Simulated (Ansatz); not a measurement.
## Electronic structure of Al$_{31}$N$_{32}$ (cell charge −1, with a compensating background) (cell with a defect) in real space

Al$_{31}$N$_{32}$ (cell charge −1, with a compensating background) (cell with a defect), 63 atoms, a = 9.68 Å, b = 9.68 Å, c = 9.68 Å, α = 99.44°, β = 111.90°, γ = 117.58°.

All numbers below come from DFT PBE, scalar-relativistic, plane waves, PAW (Ansatz 0.2.0).

Core electrons are frozen (PAW), and the valence fields are smoothed inside the atomic spheres.

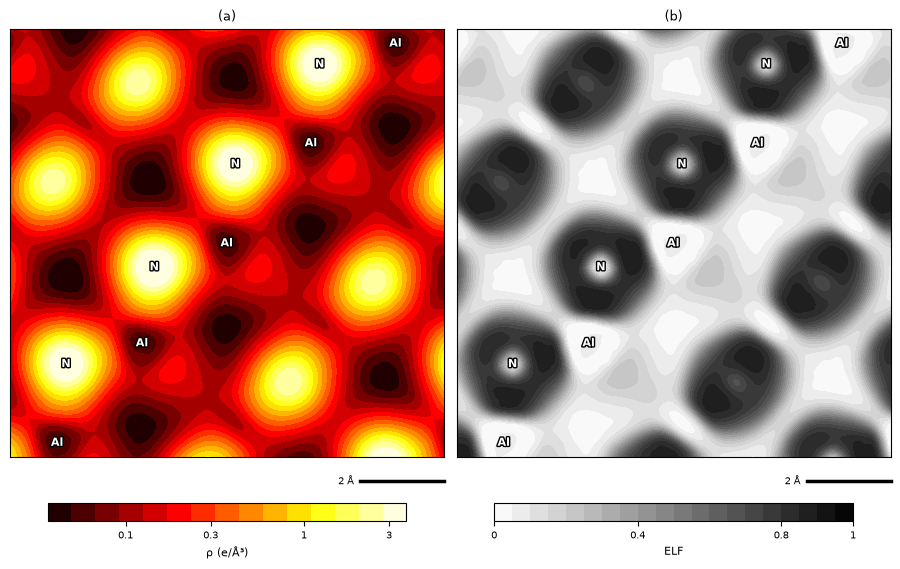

Figure 1. (a) valence electron density; (b) electron localisation function on the (100) plane of the calculation cell.

Describe what can be read from this map.

Answer.
- Atoms in the plane: Al and N.
- Atoms just off the plane (Al, 0.6 Å away and N, 0.4 Å away) can leave unmarked features too.
- Al–N (1.84 Å): ρ at the midpoint is about 0.76 e/Å³; the ELF peaks at about 0.90 in the valence shell of N, 0.7 Å from its nucleus, and is about 0.90 at the midpoint.
- Al–N (1.90 Å): the density is about 0.67 e/Å³ at the midpoint; the ELF peaks at about 0.90 in the valence shell of N, 0.7 Å from its nucleus, and is about 0.85 at the midpoint.
- Between the atoms the lowest density in this plane is 0.04 e/Å³.

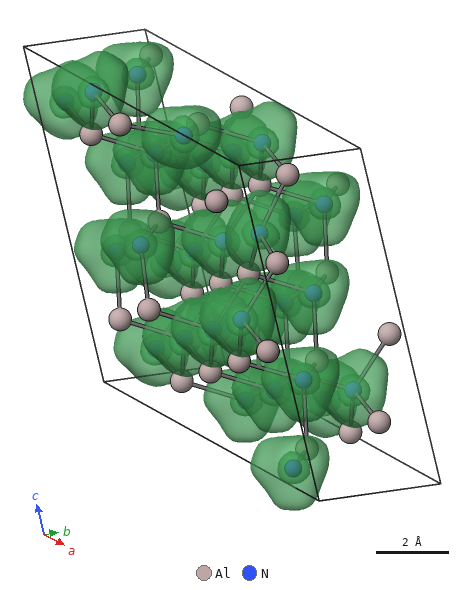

Figure 2. Isosurface of the electron localisation function at 0.7 (green), seen at an oblique angle. Core shells and regions of very low density are left out. Sticks mark near contacts.

Describe the localisation domains.

Answer. At this value the surface marks out 32 regions on N in which the atom's valence shell and bonds are merged, counted in one cell of 63 atoms. Regions shared between cells count once. Along the contacts the grid gives the following. Al–N (1.89 Å): the ELF peaks at about 0.90 between the atoms.

Metal or insulator at this level of theory?

Answer. It is metallic or semimetallic at this level of theory: no gap opens.
